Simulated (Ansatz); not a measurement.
# SnO: what the fields show

Input

```
crystal:
  lattice:
    - [3.0897763538, 0.0, 0.0]
    - [0.0, 3.0897763538, 0.0]
    - [0.0, 0.0, 3.0897763538]
  atoms:
    - { symbol: Sn, position: [0.0, 0.0, 0.0] }
    - { symbol: O, position: [0.5, 0.5, 0.5] }
kpoints:
  mp_grid: { grid: [10, 10, 10] }
  band_path:
    path: [[0.0, 0.0, 0.0], [0.0, 0.5, 0.0], [0.5, 0.5, 0.0], [0.5, 0.5, 0.5]]
    npoints: 1
hamiltonian:
  xc: r2scan
  dispersion: rvv10
scf:
  occupations: { method: fermi_dirac, width: 0.03 }
  n_extra_bands: 4
output:
  forces: true
  stress: true
  eigenvalues: true
  write_density: true
  write_potential: true
  elf: true
  volumetric_format: npy
```

Launched as:

```sh
ansatz run input.yaml --threads 2 --pin off --max-ram 2211MiB --backend cpu --events-out ev --progress --plain --runs-dir out
```

Below, planes, directions and counts refer to the conventional cell (a = 3.09 Å, b = 3.09 Å, c = 3.09 Å, α = 90.00°, β = 90.00°, γ = 90.00°).

Space group Pm-3m; a structure from a database of computed crystals, not necessarily the ambient phase; started from the CsCl-221 prototype, which need not be the ambient phase.

These are results of DFT, r2SCAN+rVV10, plane waves, PAW in Ansatz, not measurements.

The density is the valence pseudo-density of a PAW calculation; it isn't the true density close to the nuclei.

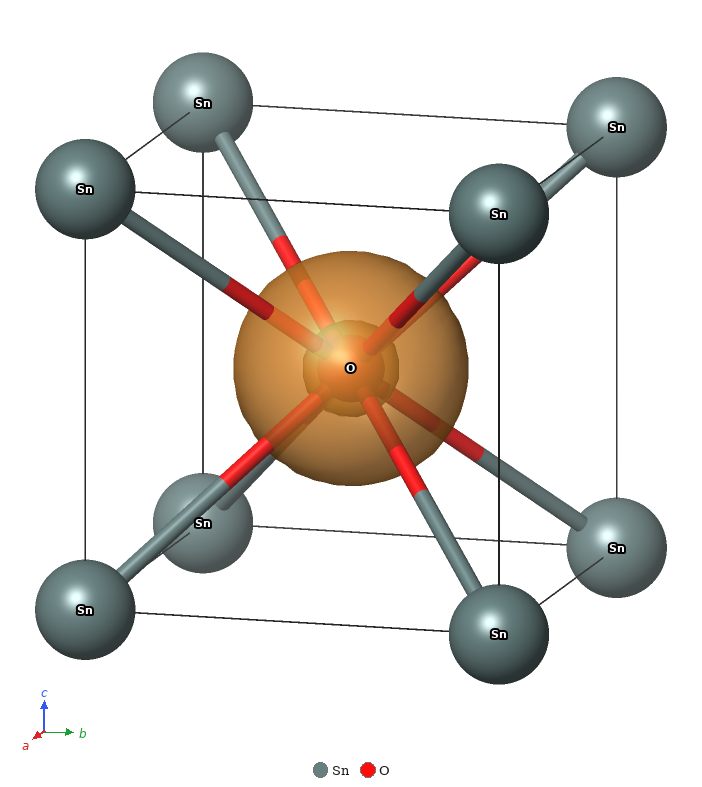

Figure 1. Isosurface of the ELF at 0.7 (orange), seen slightly off an axis. Only the valence region is drawn (cores and ρ < 0.01 e/Å³ removed). Sticks mark near contacts.

Q: Where are the electrons localised?

A: The surface consists of one region wrapped around O (its valence shell), counted in one cell of 2 atoms. Any copies at cell faces, edges or corners count once. Profiles from the grid: Sn–O (2.68 Å): the ELF is about 0.15 at the midpoint (no shared electron pair shows on this line).

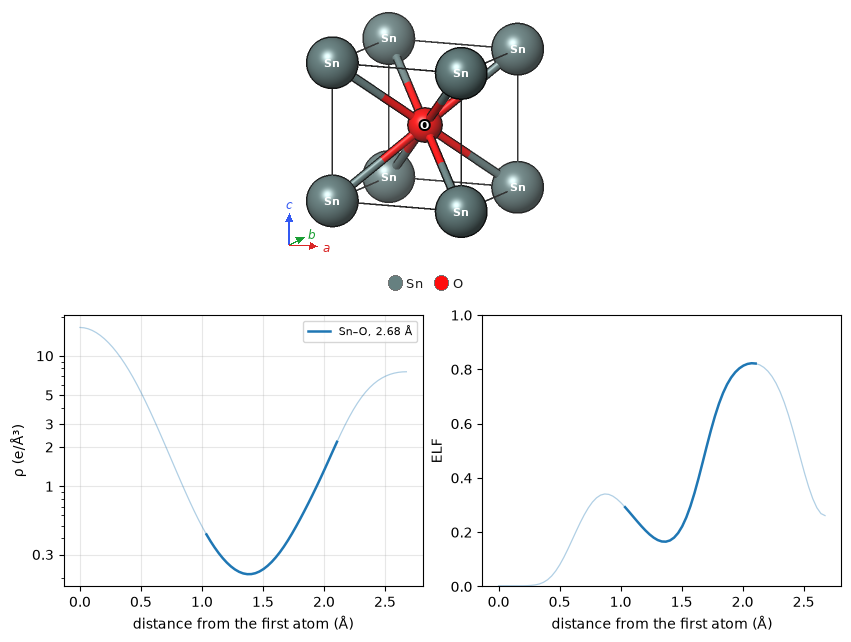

Figure 2. Valence charge density (pseudo) and electron localisation function along straight lines between neighbouring atoms. Thin, pale parts lie inside the atomic spheres. The structure is drawn too.

Q: What can be read from the curves?

A: Sn–O (2.68 Å): ρ at the midpoint is about 0.22 e/Å³; the ELF is about 0.15 at the midpoint (no localised pair shows between them).
